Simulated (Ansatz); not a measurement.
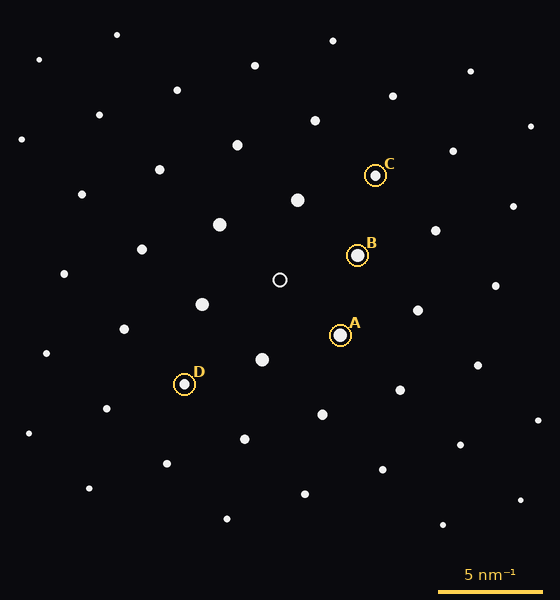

Kinematic zone-axis pattern, calculated for 300 keV electrons with B = 0.8 Å². The zone axis points towards the electron source and the pattern is seen from the source side.

The sample is Cd, space group Im-3m (No. 229), a = 3.596 Å. Structure: the input geometry of an electronic-structure calculation (not necessarily at equilibrium); the starting structure was generated, so it need not be a known form of this composition.

```
atom  site  symmetry       x       y       z
  Cd    2a      m-3m  0.0000  0.0000  0.0000
```

Spot A is indexed -1 0 1 and spot B 0 -1 1.

Give hkl for C, D.

Answer. C = −A + 2B = 1 -2 1 (d = 1.468 Å). D = A − 2B = -1 2 -1 (d = 1.468 Å).

Which zone axis is this?

Answer. The cross product of A and B is parallel to [111]; every spot obeys hu + kv + lw = 0.
